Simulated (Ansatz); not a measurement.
System: SiO₂, space group Fm-3m (No. 225) (one of a set of cubic test structures, which need not be the stable phase).

Calculation (Ansatz 0.2.0 development build): equation of state of a cubic crystal from periodic Kohn-Sham density functional theory without spin, third-order Birch-Murnaghan fit to the free energies; pressure corrected for the finite basis. Level: PBE.

- structure type: fluorite
- atoms in cell: 3
- space group number: 225
- lattice centring: face-centred primitive
- k mesh: 21×21×21
- occupation method: Fermi–Dirac
- occupation width: 0.06123 eV
- wave cutoff: 700 eV
- datasets: hard PAW
- density tolerance: 1e−09 eV
- bands: 16
- density cutoff ratio: 4
- search for lower states: default

What does the calculation give for the energy above the lowest point and pressure against volume? The volume takes the values 7.5367, 7.6971, 7.8574, 8.0178, 8.1781, 8.3385, 8.4989 Å³/atom.

A third-order Birch–Murnaghan fit gives V0 = 8.02 Å³/atom, B0 = 266 GPa and B′ = 4.4. The energy above the lowest point is 26.5 meV/atom at volume 7.5367 Å³/atom and 21.8 meV/atom at 8.4989 Å³/atom; the lowest computed point is at volume 8.0178 Å³/atom (0.0 meV/atom). The pressure falls from 18.7 GPa at volume 7.5367 Å³/atom to −13.7 GPa at 8.4989 Å³/atom, and changes sign near 8.02 Å³/atom.

| volume (Å³/atom) | energy above the lowest point (meV/atom) | pressure (GPa) |
| --- | --- | --- |
| 7.5367 | 26.5 | 18.7 |
| 7.6971 | 11.3 | 11.8 |
| 7.8574 | 2.7 | 5.5 |
| 8.0178 | 0.0 | −0.1 |
| 8.1781 | 2.6 | −5.1 |
| 8.3385 | 10.1 | −9.6 |
| 8.4989 | 21.8 | −13.7 |

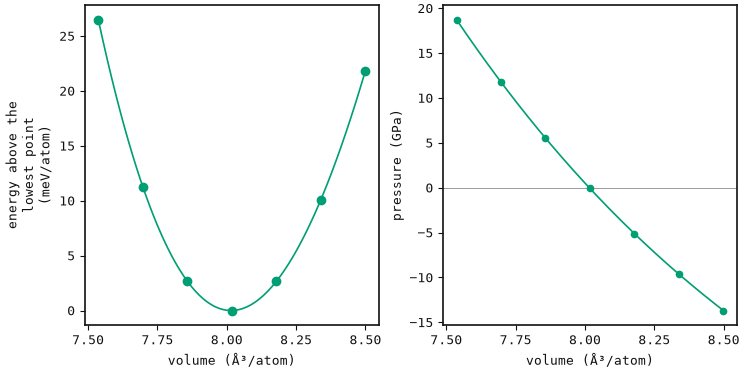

Limits of the calculation: cubic model structure, not the ambient form.
